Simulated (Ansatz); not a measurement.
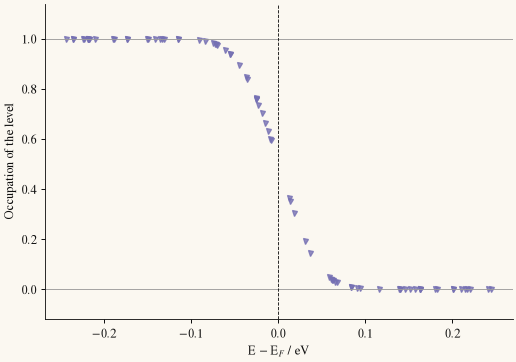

Occupations of the one-electron levels of the k mesh against their energy, from a run on Ta, space group P6_3/mmc, 2 atoms in the cell, with Ansatz.

**Name the smearing function and its width.**

Gaussian smearing with a width of 0.05 eV. The occupations stay between 0 and 1 and die off fast, as an error function; the slope at the Fermi level is 1/(√π × width).
